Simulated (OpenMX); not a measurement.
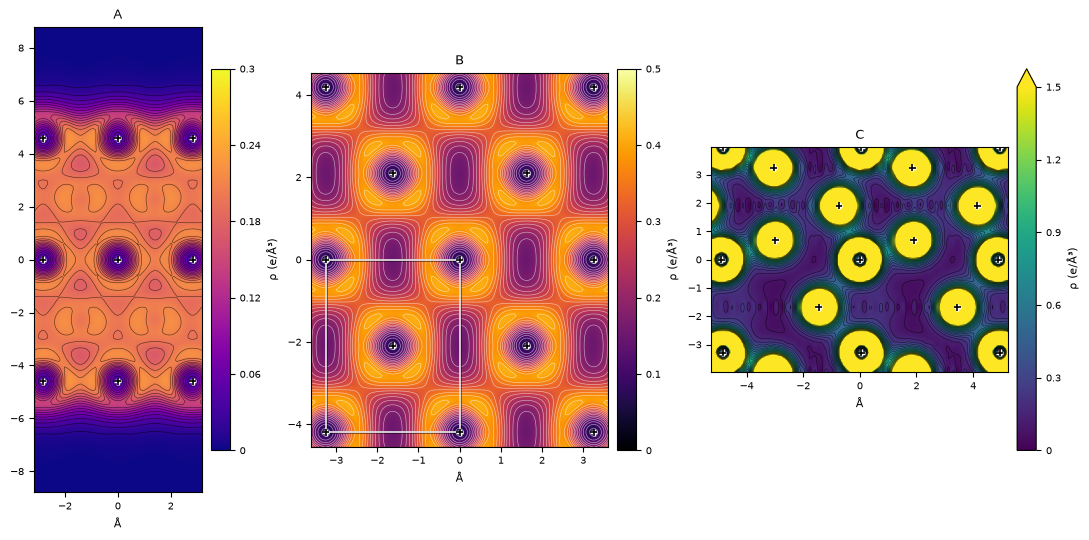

The valence pseudo-density of 3 systems, each on a plane through atoms (crosses mark nuclei in the plane).

These are results of OpenMX, Kohn-Sham DFT of a periodic cell, PBE, OpenMX 2013 PBE set, not measurements.

System 1: Si, the (101̄) plane of the conventional cell. Space group I4/mmm; a structure from a database of computed crystals, not necessarily the ambient phase; computed pressure about 4 GPa in this cell.

```xyz
2
Lattice="3.2538 0.0000 0.0000 0.0000 3.2538 0.0000 0.0000 0.0000 2.6407" Properties=species:S:1:pos:R:3 pbc="T T T"
Si    0.0000    0.0000    0.0000
Si    1.6269    1.6269    1.3203
```

System 2: HfO₂, the (011̄) plane of the conventional cell. Space group P1; a structure from a database of computed crystals, not necessarily the ambient phase; changed on purpose from its base cell (atoms moved at random by about 0.05 A); not relaxed (largest force 1.9 eV/Å); computed pressure about 5 GPa in this cell.

```
Hf O
1.0
     0.00000    0.00000    4.89088
     5.08032    0.00000    0.00000
     0.00000    5.16487    0.00000
Hf O
4 8
Direct
  0.26276 0.21867 0.78346
  0.72561 0.73548 0.72842
  0.28012 0.78652 0.21945
  0.73745 0.27711 0.28032
  0.10563 0.18862 0.17098
  0.88541 0.68695 0.33573
  0.11456 0.81840 0.83544
  0.88470 0.30014 0.65842
  0.49359 0.00489 0.49480
  0.51512 0.50381 0.99266
  0.57522 0.99702 0.99322
  0.43016 0.49414 0.50516
```

System 3: Al (slab), the (100) plane of the calculation cell, a cut from vacuum to vacuum. 

```
Al
1.0
     2.82708    0.00000    0.00000
    -1.41354    2.44832    0.00000
     0.00000    0.00000   24.18599
Al
5
Direct
  0.00000 0.00000 0.31010
  0.33333 0.66667 0.40505
  0.00000 0.00000 0.50000
  0.66667 0.33333 0.59495
  0.00000 0.00000 0.68990
```

> Which map belongs to which system?

Panel A is system 3, Al: the plane holds Al. Al–Al (2.83 Å): ρ at the midpoint is about 0.21 e/Å³. Panel B is system 1, Si: the plane holds Si. Si–Si (2.65 Å): ρ is about 0.32 e/Å³ halfway. Panel C is system 2, HfO₂: the plane holds Hf and O. Hf–O (1.94 Å): ρ is about 0.91 e/Å³ halfway.
